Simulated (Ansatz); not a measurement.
```
CELL_PARAMETERS angstrom
-2.63700 0.00000 -0.01648
0.00000 -4.56741 0.00000
0.02818 0.00000 4.50899
ATOMIC_POSITIONS crystal
Si 0.00000 0.66667 0.25000
Si 0.50000 0.16667 0.25000
Si 0.50000 0.83333 0.75000
Si 0.00000 0.33333 0.75000
```

Space group C2/c; a structure from a database of computed crystals, not necessarily the ambient phase; changed on purpose from its base cell (strain +0.0125 x Voigt [0, 0, 0, 0, 1, 0], atoms carried along).

Computed with Ansatz, DFT PBE+D3(BJ), scalar-relativistic, plane waves, PAW.

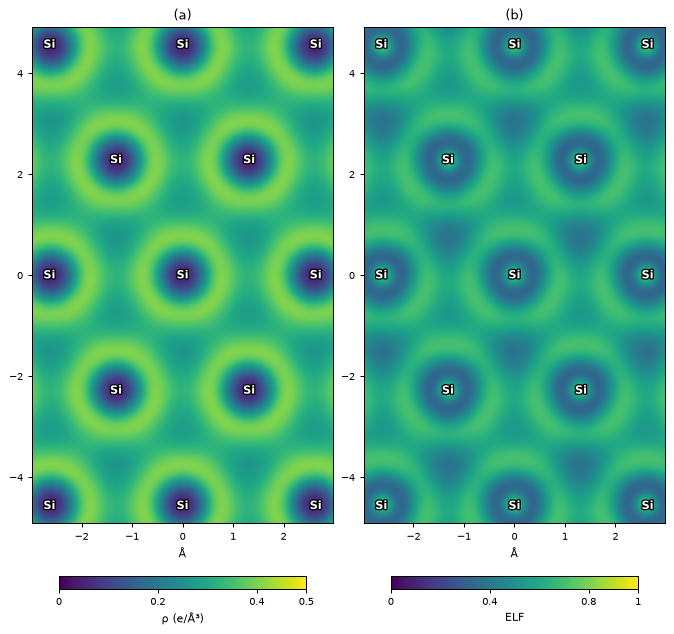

Si. (a) valence electron density; (b) ELF on the (001) plane of the conventional cell.

Core electrons are frozen (PAW), and the valence fields are smoothed inside the atomic spheres.

Read the bonding off the picture.

The section cuts through Si sites.
Si–Si (2.64 Å): the density is about 0.32 e/Å³ at the midpoint; the ELF peaks at about 0.70 between the atoms.
Between the atoms the lowest density in this plane is 0.26 e/Å³.

Does the calculation give a band gap?

It is metallic or semimetallic at this level of theory: no gap opens.
